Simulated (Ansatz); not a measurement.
Geometry relaxation of BiS2 (part 1 of 3)

The run: geometry relaxation of BiS2 (I-42d, 6 atoms in the cell). Method and program: DFT, PBEsol, plane waves, PAW, no spin polarisation (Ansatz 0.2.0).

The structure was built on a prototype by a generator. Figures and captions count atoms from 1; the log counts them from 0 in places.

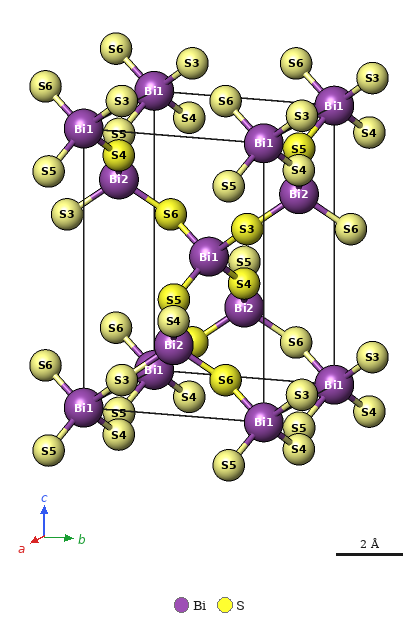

Fig. 1: The structure as given in the input (ball-and-stick view of the cell 2 times as large as that of the calculation, set on its symmetry axes, seen slightly off an axis; neighbours outside the cell are drawn fainter; atoms are numbered from 1 in the order of the input).

Input file:
```yaml
crystal:
  lattice:
    - [-2.93428211, 2.93428211, 4.33004159]
    - [2.93428211, -2.93428211, 4.33004159]
    - [2.93428211, 2.93428211, -4.33004159]
  atoms:
    - { symbol: Bi, position: [0.0, 0.0, 0.0] }
    - { symbol: Bi, position: [0.75, 0.25, 0.5] }
    - { symbol: S, position: [0.375, 0.22178613, 0.34678613] }
    - { symbol: S, position: [0.97178613, 0.625, 0.84678613] }
    - { symbol: S, position: [0.77821387, 0.125, 0.15321387] }
    - { symbol: S, position: [0.875, 0.02821387, 0.65321387] }
kpoints:
  mp_grid: { grid: [6, 6, 6] }
hamiltonian:
  xc: pbesol
scf:
  occupations: { method: fermi_dirac, width: 0.03 }
relax:
  f_tol: 0.01
  cell: {}
  max_steps: 120
output:
  write_density: true
  write_potential: true
  elf: true
  volumetric_format: npy
```

Command:
```bash
ansatz run input.yaml --threads 2 --pin off --max-ram 2211MiB --backend cpu --events-out ev --progress --plain --runs-dir out
```

What the program printed:
```
Engine: ansatz 0.2.0, x86_64-unknown-linux-gnu
Pseudopotentials: kind: paw
Pseudopotential: Bi, paw, valence charge 15, recommended cutoff 420 eV (normal), Bi.paw.azcp
Pseudopotential: S, paw, valence charge 6, recommended cutoff 420 eV (normal), S.paw.azcp
Functional definition: PBEsol
  exchange = pbesol_x
  correlation = pbesol_c
Crystal: 6 atoms, lattice volume = 149.127 Å³
Basis set: ecut = 420 eV, 2863 PW (Γ), exchange–correlation on 90×90×90 points (8 copies of the dense FFT grid, shifted against one another)
Bands: 33, of which v1, the nominal top of the filled ones, is band 27 counted from 1 (26 counted from 0)
Symmetry: 8 space group operations
Space group: I-42d (ITA 122), of the structure as read, at distance tolerance 5.3e-5 Å
k-points: 30 of 216 (time reversal used)
Non-local potential: Bi, projectors of the file, l = 0: 2, l = 1: 2, l = 2: 2, l = 3: 2
Non-local potential: S, projectors of the file, l = 0: 2, l = 1: 2, l = 2: 2
PAW form: soft (Blöchl's): semilocal exchange-correlation on the pseudo side does not see the compensation charge
PAW frozen core: Bi, regenerated for the run's functional, and the local potential with it (the file was generated under x = pbe(κ = 0.804, μ = 0.2195149727645171), c = pbe(β = 0.06672455060314922))
PAW frozen core: S, regenerated for the run's functional, and the local potential with it (the file was generated under x = pbe(κ = 0.804, μ = 0.2195149727645171), c = pbe(β = 0.06672455060314922))
PAW one-centre angular grid: Bi, 590 points (default); XC on 64 Gauss nodes
PAW one-centre angular grid: S, 110 points (default); XC on 64 Gauss nodes
Initial density: superposition of atomic densities (neutral atoms: chi_scale 0, normalization atom), corrected by the library's trained network
Initial wavefunctions: pseudopotential atomic-orbital guess
Functional: x = pbesol(κ = 0.804, μ = 0.12345679012345678), c = pbesol(β = 0.046)
SCF iter   1: F=—  HF=-27982.583060 eV  |F-HF|=—  |Δ(HF+E_count)|=         —  Δρ=1.11e-2  dr2=1.98e-1  ethr=1.77e-3  ⟨swp⟩=10.9  Hψ=6445  notcnv=0  defer=4
preconditioner: auto → none  [metal: Δε(μ)=0.026 eV  Ē_g=10.385 eV  σ=0.030 eV  W_gap=0.21  n_scr=26 (ndim 8)  ℏωp=16.7 eV  f_vac=0.207  D(μ)=1.35/eV (n_scr^D=0)  sad-step TF]
SCF iter   2: F=—  HF=-27982.530192 eV  |F-HF|=—  |Δ(HF+E_count)|=   5.29e-2  Δρ=6.03e-3  dr2=7.02e-2  ethr=3.66e-4  ⟨swp⟩=2.3  Hψ=1476  notcnv=0  defer=25
SCF iter   3: F=—  HF=-27982.525475 eV  |F-HF|=—  |Δ(HF+E_count)|=   4.72e-3  Δρ=9.25e-4  dr2=1.65e-3  ethr=1.30e-4  ⟨swp⟩=3.0  Hψ=1630  notcnv=0  defer=27
SCF iter   4: F=—  HF=-27982.526548 eV  |F-HF|=—  |Δ(HF+E_count)|=   1.07e-3  Δρ=5.21e-4  dr2=7.90e-4  ethr=3.05e-6  ⟨swp⟩=3.3  Hψ=2325  notcnv=0  defer=27
SCF iter   5: F=—  HF=-27982.526318 eV  |F-HF|=—  |Δ(HF+E_count)|=   2.30e-4  Δρ=7.04e-5  dr2=7.65e-6  ethr=1.46e-6  ⟨swp⟩=2.5  Hψ=1902  notcnv=0  defer=27
SCF iter   6: F=—  HF=-27982.526441 eV  |F-HF|=—  |Δ(HF+E_count)|=   1.23e-4  Δρ=1.52e-5  dr2=3.53e-7  ethr=1.42e-8  ⟨swp⟩=3.2  Hψ=1887  notcnv=0  defer=27
SCF iter   7: F=-27982.526442 eV  HF=-27982.526442 eV  |F-HF|=9.43e-9  |Δ(HF+E_count)|=   1.05e-6  Δρ=3.77e-6  dr2=2.65e-8  ethr=1.85e-10  ⟨swp⟩=12.5  Hψ=8404  notcnv=0
SCF 1 converged in 7 iterations: F = -27982.526442 eV  dr2 = 2.65e-8
  greatest PAW one-centre occupation: 0.990 electrons in one spin orbital (limit 2), on the Bi atom at site 0 (counted from 0), in its partial waves of l = 2
relax step   1: F+E_penalty+E_count = -27982.52644156 eV  Δ(F+E_penalty+E_count) = +0.000e0 eV  max|allowed force component| = 1.337e1 eV/Å  Δτ_max = 0.0000 Å  P = +129.067 GPa  Ω = 149.127 Å³  (7 SCF iters, dr2 threshold 1.00e-7 eV, accepted)
Crystal: 6 atoms, lattice volume = 171.840 Å³
Basis set: ecut = 420 eV, 3343 PW (Γ), exchange–correlation on 90×90×90 points (8 copies of the dense FFT grid, shifted against one another)
Initial density: handed on by an earlier stage of this run
Initial wavefunctions: those handed on with the density
iter 1 solved again at ethr=1.08e-3 eV; its pass at ethr=3.10e-3 eV (dr2=5.85e-1 eV) is discarded
SCF iter   1: F=—  HF=-28003.133011 eV  |F-HF|=—  |Δ(HF+E_count)|=         —  Δρ=1.70e-2  dr2=5.96e-1  ethr=1.08e-3  ⟨swp⟩=1.4  Hψ=7021  notcnv=0
preconditioner: auto → Resta (q_TF=auto, 2.250 Å⁻¹)  ε∞=3.5  [insulator: Δε(μ)=0.099 eV  Ē_g=10.064 eV  σ=0.030 eV  W_gap=0.54  n_scr=26 (ndim 8)  ℏωp=15.8 eV  f_vac=0.264  D(μ)=0.77/eV (n_scr^D=0)  ε∞_Penn≈3.5]
SCF iter   2: F=—  HF=-28002.941121 eV  |F-HF|=—  |Δ(HF+E_count)|=   1.92e-1  Δρ=8.18e-3  dr2=1.13e-1  ethr=1.08e-3  ⟨swp⟩=2.6  Hψ=1505  notcnv=0
SCF iter   3: F=—  HF=-28002.904842 eV  |F-HF|=—  |Δ(HF+E_count)|=   3.63e-2  Δρ=1.51e-3  dr2=2.78e-3  ethr=2.08e-4  ⟨swp⟩=3.3  Hψ=1763  notcnv=0
SCF iter   4: F=—  HF=-28002.905847 eV  |F-HF|=—  |Δ(HF+E_count)|=   1.01e-3  Δρ=2.24e-4  dr2=1.35e-4  ethr=5.15e-6  ⟨swp⟩=2.2  Hψ=1678  notcnv=0
SCF iter   5: F=—  HF=-28002.906085 eV  |F-HF|=—  |Δ(HF+E_count)|=   2.37e-4  Δρ=7.44e-5  dr2=1.59e-5  ethr=2.49e-7  ⟨swp⟩=2.3  Hψ=1779  notcnv=0
SCF iter   6: F=—  HF=-28002.906108 eV  |F-HF|=—  |Δ(HF+E_count)|=   2.31e-5  Δρ=1.83e-5  dr2=1.28e-6  ethr=2.94e-8  ⟨swp⟩=2.0  Hψ=1384  notcnv=0
SCF iter   7: F=-28002.906113 eV  HF=-28002.906112 eV  |F-HF|=2.77e-7  |Δ(HF+E_count)|=   4.40e-6  Δρ=5.13e-6  dr2=5.85e-8  ethr=1.11e-9  ⟨swp⟩=11.7  Hψ=8125  notcnv=0
SCF 2 converged in 7 iterations: F = -28002.906113 eV  dr2 = 5.85e-8
  greatest PAW one-centre occupation: 0.989 electrons in one spin orbital (limit 2), on the Bi atom at site 1 (counted from 0), in its partial waves of l = 2
relax step   2: F+E_penalty+E_count = -28002.90611251 eV  Δ(F+E_penalty+E_count) = -2.038e1 eV  max|allowed force component| = 9.327e0 eV/Å  Δτ_max = 0.1442 Å  P = +68.962 GPa  Ω = 171.840 Å³  energy of the carried Pulay correction = -1.107e-2 eV  (7 SCF iters, dr2 threshold 6.00e-7 eV, accepted)
[... from here on the SCF iterations and repeated set-up lines of each step are left out, up to the last step ...]
SCF 3 converged in 6 iterations: F = -28014.452254 eV  dr2 = 2.08e-7
relax step   3: F+E_penalty+E_count = -28014.45225353 eV  Δ(F+E_penalty+E_count) = -1.155e1 eV  max|allowed force component| = 5.807e0 eV/Å  Δτ_max = 0.1947 Å  P = +34.339 GPa  Ω = 188.431 Å³  energy of the carried Pulay correction = -1.823e-2 eV  (6 SCF iters, dr2 threshold 6.00e-7 eV, accepted)
SCF 4 converged in 6 iterations: F = -28019.989242 eV  dr2 = 2.72e-7
relax step   4: F+E_penalty+E_count = -28019.98924190 eV  Δ(F+E_penalty+E_count) = -5.537e0 eV  max|allowed force component| = 2.845e0 eV/Å  Δτ_max = 0.1946 Å  P = +14.514 GPa  Ω = 200.731 Å³  energy of the carried Pulay correction = -2.310e-2 eV  (6 SCF iters, dr2 threshold 6.00e-7 eV, accepted)
SCF 5 converged in 8 iterations: F = -28021.826457 eV  dr2 = 2.83e-7
relax step   5: F+E_penalty+E_count = -28021.82645659 eV  Δ(F+E_penalty+E_count) = -1.837e0 eV  max|allowed force component| = 9.831e-1 eV/Å  Δτ_max = 0.1994 Å  P = +4.500 GPa  Ω = 206.107 Å³  energy of the carried Pulay correction = -2.513e-2 eV  (8 SCF iters, dr2 threshold 6.00e-7 eV, accepted)
SCF 6 converged in 8 iterations: F = -28022.112759 eV  dr2 = 3.90e-7
relax step   6: F+E_penalty+E_count = -28022.11275884 eV  Δ(F+E_penalty+E_count) = -2.863e-1 eV  max|allowed force component| = 4.336e-2 eV/Å  Δτ_max = 0.1334 Å  P = -0.812 GPa  Ω = 211.789 Å³  energy of the carried Pulay correction = -2.721e-2 eV  (8 SCF iters, dr2 threshold 6.00e-7 eV, accepted)
SCF 7 converged in 7 iterations: F = -28022.133248 eV  dr2 = 6.86e-8
relax step   7: F+E_penalty+E_count = -28022.13324780 eV  Δ(F+E_penalty+E_count) = -2.049e-2 eV  max|allowed force component| = 4.421e-2 eV/Å  Δτ_max = 0.0052 Å  P = -0.200 GPa  Ω = 208.090 Å³  energy of the carried Pulay correction = -2.586e-2 eV  (7 SCF iters, dr2 threshold 6.00e-7 eV, accepted)
SCF 8 converged in 7 iterations: F = -28022.145323 eV  dr2 = 8.62e-8
relax step   8: F+E_penalty+E_count = -28022.14532287 eV  Δ(F+E_penalty+E_count) = -1.208e-2 eV  max|allowed force component| = 1.240e-2 eV/Å  Δτ_max = 0.0306 Å  P = -0.283 GPa  Ω = 203.781 Å³  energy of the carried Pulay correction = -2.426e-2 eV  (7 SCF iters, dr2 threshold 1.59e-7 eV, accepted)
SCF 9 converged in 8 iterations: F = -28022.177847 eV  dr2 = 1.20e-7
relax step   9: F+E_penalty+E_count = -28022.17784718 eV  Δ(F+E_penalty+E_count) = -3.252e-2 eV  max|allowed force component| = 1.904e-2 eV/Å  Δτ_max = 0.1009 Å  P = -0.450 GPa  Ω = 189.478 Å³  energy of the carried Pulay correction = -1.866e-2 eV  (8 SCF iters, dr2 threshold 2.15e-7 eV, accepted)
SCF 10 converged in 6 iterations: F = -28022.227716 eV  dr2 = 2.97e-7
relax step  10: F+E_penalty+E_count = -28022.22771617 eV  Δ(F+E_penalty+E_count) = -4.987e-2 eV  max|allowed force component| = 8.905e-3 eV/Å  Δτ_max = 0.0803 Å  P = -0.579 GPa  Ω = 177.173 Å³  energy of the carried Pulay correction = -1.345e-2 eV  (6 SCF iters, dr2 threshold 5.81e-7 eV, accepted)
SCF 11 converged in 6 iterations: F = -28022.294534 eV  dr2 = 1.05e-7
relax step  11: F+E_penalty+E_count = -28022.29453398 eV  Δ(F+E_penalty+E_count) = -6.682e-2 eV  max|allowed force component| = 7.301e-3 eV/Å  Δτ_max = 0.0568 Å  P = -0.613 GPa  Ω = 167.357 Å³  energy of the carried Pulay correction = -9.014e-3 eV  (6 SCF iters, dr2 threshold 6.00e-7 eV, accepted)
SCF 12 converged in 6 iterations: F = -28022.374672 eV  dr2 = 4.70e-8
relax step  12: F+E_penalty+E_count = -28022.37467199 eV  Δ(F+E_penalty+E_count) = -8.014e-2 eV  max|allowed force component| = 1.304e-2 eV/Å  Δτ_max = 0.0398 Å  P = -0.515 GPa  Ω = 159.227 Å³  energy of the carried Pulay correction = -5.125e-3 eV  (6 SCF iters, dr2 threshold 6.00e-7 eV, accepted)
SCF 13 converged in 6 iterations: F = -28022.467083 eV  dr2 = 4.92e-8
relax step  13: F+E_penalty+E_count = -28022.46708264 eV  Δ(F+E_penalty+E_count) = -9.241e-2 eV  max|allowed force component| = 1.144e-1 eV/Å  Δτ_max = 0.0301 Å  P = -0.072 GPa  Ω = 151.717 Å³  energy of the carried Pulay correction = -1.347e-3 eV  (6 SCF iters, dr2 threshold 6.00e-7 eV, accepted)
SCF 14 converged in 6 iterations: F = -28022.576936 eV  dr2 = 2.83e-8
relax step  14: F+E_penalty+E_count = -28022.57693575 eV  Δ(F+E_penalty+E_count) = -1.099e-1 eV  max|allowed force component| = 1.832e-1 eV/Å  Δτ_max = 0.0477 Å  P = +0.323 GPa  Ω = 143.950 Å³  energy of the carried Pulay correction = +2.764e-3 eV  (6 SCF iters, dr2 threshold 6.00e-7 eV, accepted)
SCF 15 converged in 6 iterations: F = -28022.704385 eV  dr2 = 1.74e-8
relax step  15: F+E_penalty+E_count = -28022.70438488 eV  Δ(F+E_penalty+E_count) = -1.274e-1 eV  max|allowed force component| = 2.314e-1 eV/Å  Δτ_max = 0.0520 Å  P = +0.999 GPa  Ω = 136.554 Å³  energy of the carried Pulay correction = +6.887e-3 eV  (6 SCF iters, dr2 threshold 6.00e-7 eV, accepted)
SCF 16 converged in 6 iterations: F = -28022.812138 eV  dr2 = 2.70e-8
relax step  16: F+E_penalty+E_count = -28022.81213751 eV  Δ(F+E_penalty+E_count) = -1.078e-1 eV  max|allowed force component| = 7.849e-2 eV/Å  Δτ_max = 0.0533 Å  P = +0.811 GPa  Ω = 131.375 Å³  energy of the carried Pulay correction = +9.903e-3 eV  (6 SCF iters, dr2 threshold 6.00e-7 eV, accepted)
SCF 17 converged in 6 iterations: F = -28022.728186 eV  dr2 = 7.77e-8
relax step  17: F+E_penalty+E_count = -28022.72818599 eV  Δ(F+E_penalty+E_count) = +8.395e-2 eV  max|allowed force component| = 3.237e-1 eV/Å  Δτ_max = 0.0048 Å  P = -4.144 GPa  Ω = 139.993 Å³  energy of the carried Pulay correction = +4.943e-3 eV  (6 SCF iters, dr2 threshold 6.00e-7 eV, rejected (line search))
SCF 18 converged in 8 iterations: F = -28022.839268 eV  dr2 = 4.67e-11
relax step  18: F+E_penalty+E_count = -28022.83926779 eV  Δ(F+E_penalty+E_count) = -2.713e-2 eV  max|allowed force component| = 7.106e-2 eV/Å  Δτ_max = 0.0050 Å  P = +0.029 GPa  Ω = 131.378 Å³  energy of the carried Pulay correction = +9.902e-3 eV  (8 SCF iters, accepted)
SCF 19 converged in 6 iterations: F = -28022.911571 eV  dr2 = 9.73e-9
relax step  19: F+E_penalty+E_count = -28022.91157083 eV  Δ(F+E_penalty+E_count) = -7.230e-2 eV  max|allowed force component| = 1.507e-1 eV/Å  Δτ_max = 0.0361 Å  P = -0.045 GPa  Ω = 131.385 Å³  energy of the carried Pulay correction = +9.897e-3 eV  (6 SCF iters, dr2 threshold 6.00e-7 eV, accepted)
SCF 20 converged in 6 iterations: F = -28023.135637 eV  dr2 = 7.89e-8
relax step  20: F+E_penalty+E_count = -28023.13563716 eV  Δ(F+E_penalty+E_count) = -2.241e-1 eV  max|allowed force component| = 4.686e-1 eV/Å  Δτ_max = 0.0606 Å  P = +0.310 GPa  Ω = 130.725 Å³  energy of the carried Pulay correction = +1.029e-2 eV  (6 SCF iters, dr2 threshold 6.00e-7 eV, accepted)
SCF 21 converged in 6 iterations: F = -28023.505888 eV  dr2 = 3.82e-7
relax step  21: F+E_penalty+E_count = -28023.50588764 eV  Δ(F+E_penalty+E_count) = -3.703e-1 eV  max|allowed force component| = 3.337e-1 eV/Å  Δτ_max = 0.1519 Å  P = +1.106 GPa  Ω = 132.602 Å³  energy of the carried Pulay correction = +9.178e-3 eV  (6 SCF iters, dr2 threshold 6.00e-7 eV, accepted)
SCF 22 converged in 6 iterations: F = -28023.104616 eV  dr2 = 4.92e-8
relax step  22: F+E_penalty+E_count = -28023.10461633 eV  Δ(F+E_penalty+E_count) = +4.013e-1 eV  max|allowed force component| = 1.228e0 eV/Å  Δτ_max = 0.1907 Å  P = +2.010 GPa  Ω = 146.121 Å³  energy of the carried Pulay correction = +1.593e-3 eV  (6 SCF iters, dr2 threshold 6.00e-7 eV, rejected (line search))
SCF 23 converged in 9 iterations: F = -28023.561187 eV  dr2 = 1.38e-11
relax step  23: F+E_penalty+E_count = -28023.56118661 eV  Δ(F+E_penalty+E_count) = -5.530e-2 eV  max|allowed force component| = 1.059e-1 eV/Å  Δτ_max = 0.0380 Å  P = -0.946 GPa  Ω = 138.952 Å³  energy of the carried Pulay correction = +5.526e-3 eV  (9 SCF iters, accepted)
SCF 24 converged in 5 iterations: F = -28023.573222 eV  dr2 = 2.18e-7
relax step  24: F+E_penalty+E_count = -28023.57322248 eV  Δ(F+E_penalty+E_count) = -1.204e-2 eV  max|allowed force component| = 4.254e-2 eV/Å  Δτ_max = 0.0220 Å  P = +0.035 GPa  Ω = 137.601 Å³  energy of the carried Pulay correction = +6.290e-3 eV  (5 SCF iters, dr2 threshold 6.00e-7 eV, accepted)
SCF 25 converged in 4 iterations: F = -28023.575492 eV  dr2 = 1.52e-7
relax step  25: F+E_penalty+E_count = -28023.57549223 eV  Δ(F+E_penalty+E_count) = -2.270e-3 eV  max|allowed force component| = 1.102e-2 eV/Å  Δτ_max = 0.0128 Å  P = +0.176 GPa  Ω = 136.988 Å³  energy of the carried Pulay correction = +6.639e-3 eV  (4 SCF iters, dr2 threshold 5.65e-7 eV, accepted)
SCF 26 converged in 4 iterations: F = -28023.575589 eV  dr2 = 1.67e-8
relax step  26: F+E_penalty+E_count = -28023.57558918 eV  Δ(F+E_penalty+E_count) = -9.696e-5 eV  max|allowed force component| = 6.643e-4 eV/Å  Δτ_max = 0.0038 Å  P = -0.000 GPa  Ω = 137.450 Å³  energy of the carried Pulay correction = +6.376e-3 eV  (4 SCF iters, dr2 threshold 9.65e-8 eV, accepted)
SCF 27 converged in 7 iterations: F = -28023.678145 eV  dr2 = 2.59e-11
relax step  27: F+E_penalty+E_count = -28023.67814498 eV  Δ(F+E_penalty+E_count) = -1.026e-1 eV  max|allowed force component| = 1.084e-3 eV/Å  Δτ_max = 0.0000 Å  P = +1.077 GPa  Ω = 137.450 Å³  stress off target by 1.64e0 GPa  SCF on the basis re-selected at this cell (its energy is not comparable with the rows above)  (7 SCF iters)
SCF 28 converged in 5 iterations: F = -28023.695069 eV  dr2 = 4.85e-8
relax step  28: F+E_penalty+E_count = -28023.69506940 eV  Δ(F+E_penalty+E_count) = -1.692e-2 eV  max|allowed force component| = 4.721e-3 eV/Å  Δτ_max = 0.0171 Å  P = +0.267 GPa  Ω = 139.650 Å³  energy of the carried Pulay correction = -2.957e-4 eV  (5 SCF iters, dr2 threshold 6.00e-7 eV, accepted)
SCF 29 converged in 4 iterations: F = -28023.696460 eV  dr2 = 1.11e-7
relax step  29: F+E_penalty+E_count = -28023.69645995 eV  Δ(F+E_penalty+E_count) = -1.391e-3 eV  max|allowed force component| = 6.125e-3 eV/Å  Δτ_max = 0.0064 Å  P = -0.026 GPa  Ω = 140.491 Å³  energy of the carried Pulay correction = -4.075e-4 eV  (4 SCF iters, dr2 threshold 4.36e-7 eV, accepted)
SCF 30 converged in 5 iterations: F = -28023.696494 eV  dr2 = 1.86e-9
relax step  30: F+E_penalty+E_count = -28023.69649404 eV  Δ(F+E_penalty+E_count) = -3.409e-5 eV  max|allowed force component| = 1.136e-3 eV/Å  Δτ_max = 0.0012 Å  P = +0.006 GPa  Ω = 140.482 Å³  energy of the carried Pulay correction = -4.069e-4 eV  (5 SCF iters, dr2 threshold 9.87e-9 eV, accepted)
iter 1 solved again at ethr=1.56e-7 eV; its pass at ethr=3.10e-3 eV (dr2=8.44e-5 eV) is discarded
SCF iter   1: F=—  HF=-28023.696789 eV  |F-HF|=—  |Δ(HF+E_count)|=         —  Δρ=1.14e-4  dr2=5.03e-7  ethr=1.56e-7  ⟨swp⟩=3.1  Hψ=7497  notcnv=0
SCF iter   2: F=—  HF=-28023.696874 eV  |F-HF|=—  |Δ(HF+E_count)|=   8.54e-5  Δρ=5.80e-5  dr2=1.31e-7  ethr=9.31e-10  ⟨swp⟩=2.0  Hψ=1307  notcnv=0
SCF iter   3: F=—  HF=-28023.696897 eV  |F-HF|=—  |Δ(HF+E_count)|=   2.29e-5  Δρ=9.80e-7  dr2=9.76e-10  ethr=2.42e-10  ⟨swp⟩=2.4  Hψ=1802  notcnv=0
SCF iter   4: F=—  HF=-28023.696897 eV  |F-HF|=—  |Δ(HF+E_count)|=   1.23e-9  Δρ=2.44e-7  dr2=1.57e-10  ethr=1.00e-12  ⟨swp⟩=8.3  Hψ=6187  notcnv=0
SCF iter   5: F=-28023.696897 eV  HF=-28023.696897 eV  |F-HF|=1.46e-11  |Δ(HF+E_count)|=  3.27e-11  Δρ=1.05e-7  dr2=4.31e-11  ethr=1.00e-12  ⟨swp⟩=6.2  Hψ=4782  notcnv=0
SCF 31 converged in 5 iterations: F = -28023.696897 eV  dr2 = 4.31e-11
relax step  31: F+E_penalty+E_count = -28023.69689690 eV  Δ(F+E_penalty+E_count) = -4.029e-4 eV  max|allowed force component| = 1.089e-3 eV/Å  Δτ_max = 0.0000 Å  P = +0.005 GPa  Ω = 140.482 Å³  stress off target by 1.00e-2 GPa  SCF on the basis re-selected at this cell (its energy is not comparable with the rows above)  (5 SCF iters)
```

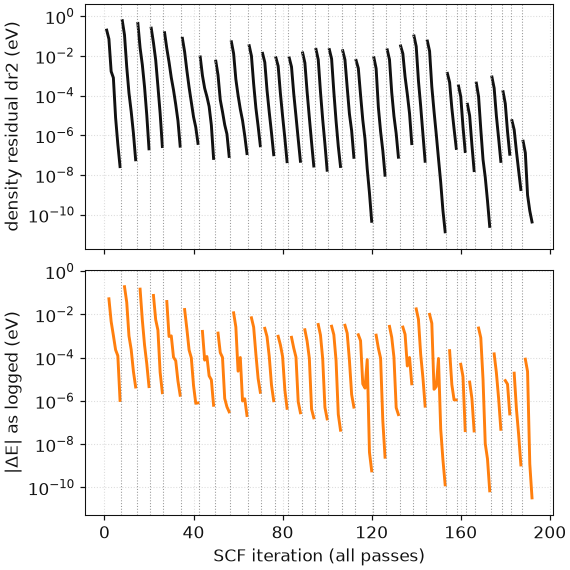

Fig. 2: Convergence of the self-consistent field: density residual dr2 and size of the energy change against the SCF iteration. The dotted lines part the SCF passes of the relaxation: geometry steps, rejected trials and re-solves on a re-selected basis. The 31 passes take 4 to 9 iterations each, 192 in all.
